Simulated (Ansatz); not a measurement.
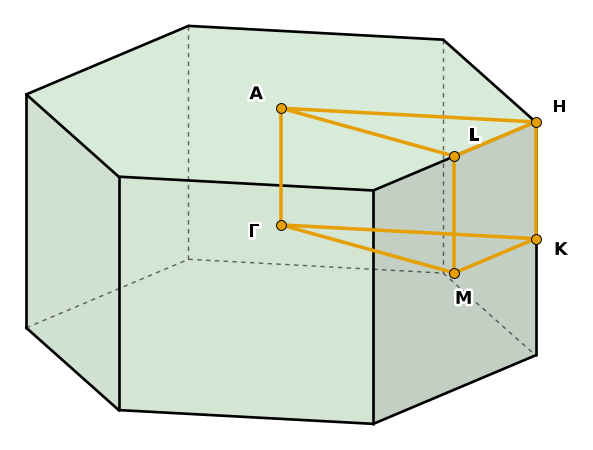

Crystal: ZrC, coordinates from a relaxation at fixed volume with DFT PBEsol, scalar-relativistic, plane waves, PAW (Ansatz); the starting structure was generated, so it need not be a known form of this composition. The figure shows the first Brillouin zone with its special points and a band path. The drawing is computed from the coordinates (standard cell, symmetry found to 0.002 Å).

Labels and path follow the convention of Hinuma et al. (2017), as computed by seekpath.

Q: What lattice type do the shape and the labels point to?

A: A primitive hexagonal lattice (hP; extended symbol hP2). The zone is a hexagonal prism in its combinatorial type: 8 faces (6 with 4 edges, 2 with 6 edges), 18 edges, 12 vertices.

Q: Write the standard path through the labelled points.

A: Γ–M–K–Γ–A–L–H–A | L–M | H–K
